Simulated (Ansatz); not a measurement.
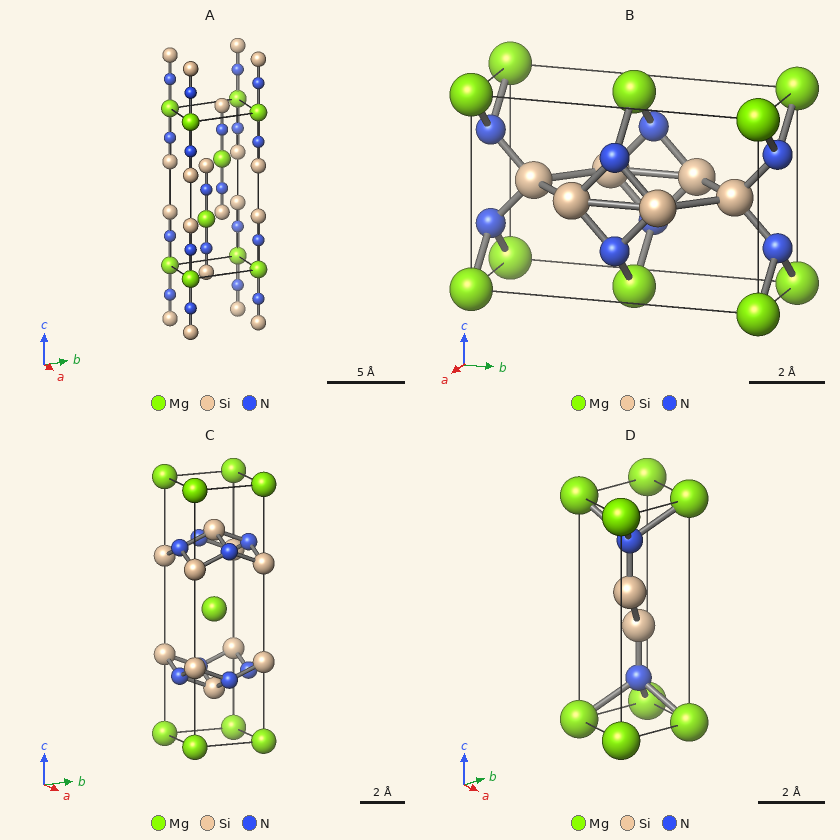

Four structures of MgSi$_{2}$N$_{2}$, each relaxed to rest (conventional cells in solid outline, small ones repeated, each panel with its own scale). Method: DFT PBE, scalar-relativistic, plane waves, PAW (Ansatz), without spin polarisation.

What are the structures shown?

Answer. A: 15 atoms a cell on a rhombohedral (trigonal R) lattice, R-3m; B: 10 atoms a cell on a base-centred orthorhombic lattice, Cmmm; C: ThCr₂Si₂ type, I4/mmm; D: CaAl₂Si₂ type, P-3m1.

Rank them by energy, lowest first.

Answer. B, then D (+314 meV/atom), C (+508 meV/atom) and A (+968 meV/atom), energies at zero smearing.

Collect the results in a table.

Answer.
| panel | structure | E − E(lowest) (meV/atom) | volume (Å³/atom) | gap (eV) |
| --- | --- | --- | --- | --- |
| B | Cmmm | 0 | 14.8 | metal |
| D | P-3m1 | 314 | 13.9 | metal |
| C | I4/mmm | 508 | 14.7 | metal |
| A | R-3m | 968 | 22.2 | 1.82 |

Some of these may be structure types tried for this composition rather than known phases, and the most stable form need not be among them. Gaps are taken on the k-mesh or band path of each run.
